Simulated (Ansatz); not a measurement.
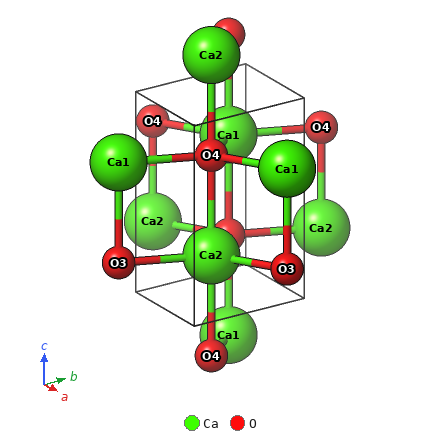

The system is CaO (P6_3/mmc, No. 194; 4 atoms in the cell); the picture shows the reference structure. The cell is strained homogeneously, by one strain along x and y and another along z, with fractional coordinates fixed (x along [1 0 0], z along [0 0 1] of the conventional cell). The first coordinate is: strain along x and y; the second: strain along z. The grid has 5 × 5 points. Points are written as (first, second). Energies are in meV/atom, from the lowest grid point. The reference cell is the one listed in the database, not relaxed at this level. Theory: DFT PBE, scalar-relativistic, plane waves, PAW (Ansatz). Settings: cutoff 420 eV, k-mesh 9×9×6 in the order of the run's cell vectors, gaussian smearing 0.05 eV, no spin polarisation.

Its coordinates:

```
CELL_PARAMETERS angstrom
3.99198 0.00000 0.00000
-1.99599 3.45715 0.00000
0.00000 0.00000 4.78484
ATOMIC_POSITIONS crystal
Ca 0.33333 0.66667 0.75000
Ca 0.66667 0.33333 0.25000
O 0.33333 0.66667 0.25000
O 0.66667 0.33333 0.75000
```

Range: strain along x and y from −3.0 to 3.0 %; strain along z from −3.0 to 3.0 %.

Q: Predict the map.

A: The lowest grid point is at (0.0 %, 0.0 %). The bottom of the well lies between grid points, at about (0.3 %, 0.5 %), about 0.62 meV/atom lower on the interpolated surface. No other kind of well shows on this grid. The highest grid point, (−3.0 %, −3.0 %), lies 50.3 meV/atom above the lowest. Round the minimum the valley is somewhat tilted: raising strain along x and y shifts the best value of strain along z downwards (coupling k₁₂/√(k₁₁k₂₂) about 0.4). The gap on the k-mesh is 3.2 eV at the lowest point and runs from 2.9 to 3.5 eV over the map.

```tsv
strain along z ↓, strain along x and y →	−3.0	−1.5	0.0	1.5	3.0
3.0	22.2	7.5	4.1	10.4	24.8
1.5	22.7	5.7	0.2	4.3	16.5
0.0	26.9	7.8	0.0	1.9	11.9
−1.5	35.8	14.3	4.2	3.8	11.5
−3.0	50.3	26.4	13.8	11.0	16.4
```

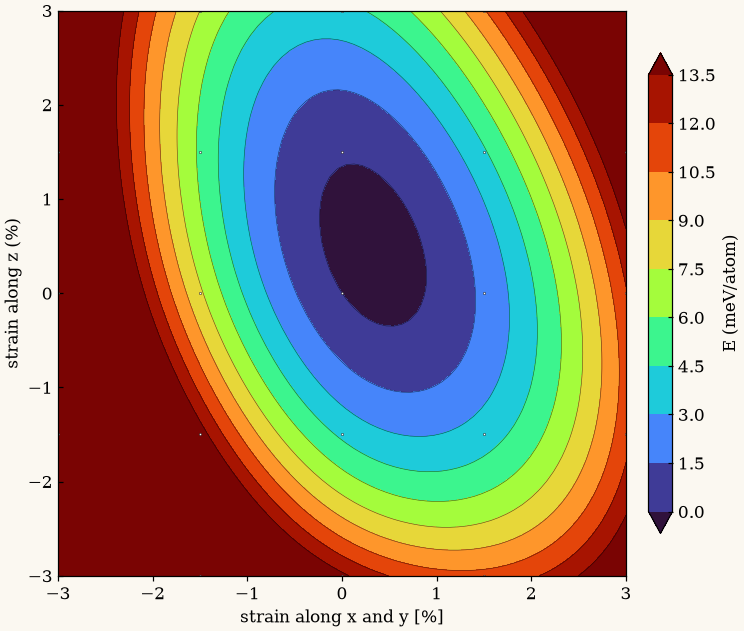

Drawn: filled contours, dots at the grid points, one colour for all values above the top of the scale. Between grid points the surface is interpolated.
